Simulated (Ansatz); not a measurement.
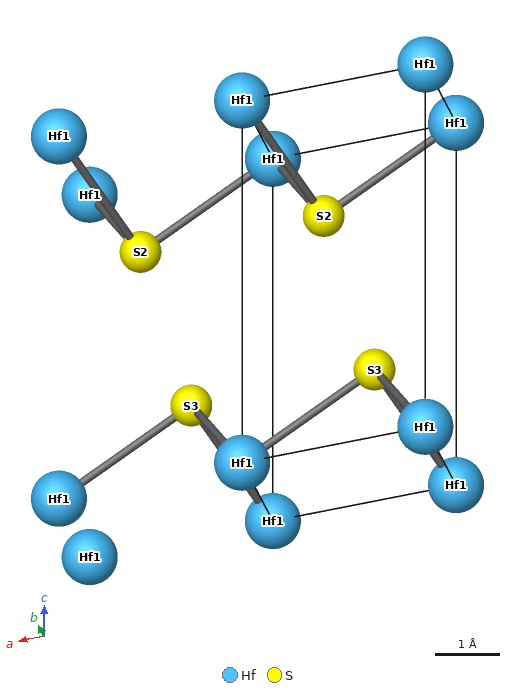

The starting point is crystalline HfS2 (built on the database structure type). A ball-and-stick model of the cell of the calculation, repeated 2 × 1 × 1 with one cell outlined, seen from a free direction.

Theory: DFT, PBE, plane waves, PAW (Ansatz 0.2.0). Set-up: plane-wave cutoff 420 eV; k-point mesh 12 × 12 × 4; occupations fermi dirac; smearing width 0.02 eV; no spin polarisation.

Change: The cell is strained by +1.2 % along c and −2.9 % across it (volume −4.6 %) and the S atoms are displaced by 0.03 Å relative to the cell: S3 0.03 Å along +c. No relaxation follows.

Q: What is the effect?

A: It costs 28.6 meV per atom. Pressure: 2.1 GPa before, 5.9 GPa after. The principal stresses (compression positive) are 3.1 GPa along c and 7.3 GPa across it. The largest forces, 0.15 eV/Å, act on S2 and S3; on S2 it points along −c. The band gap: 1.03 eV before, 0.72 eV after. Near-neighbour distances before and after: Hf–S 2.542 → 2.519 Å. The space group stays P-3m1 (No. 164).

The changed structure in the same view:

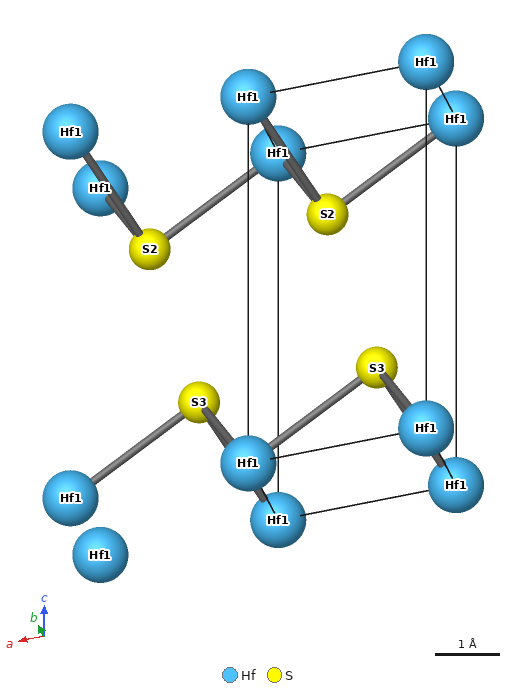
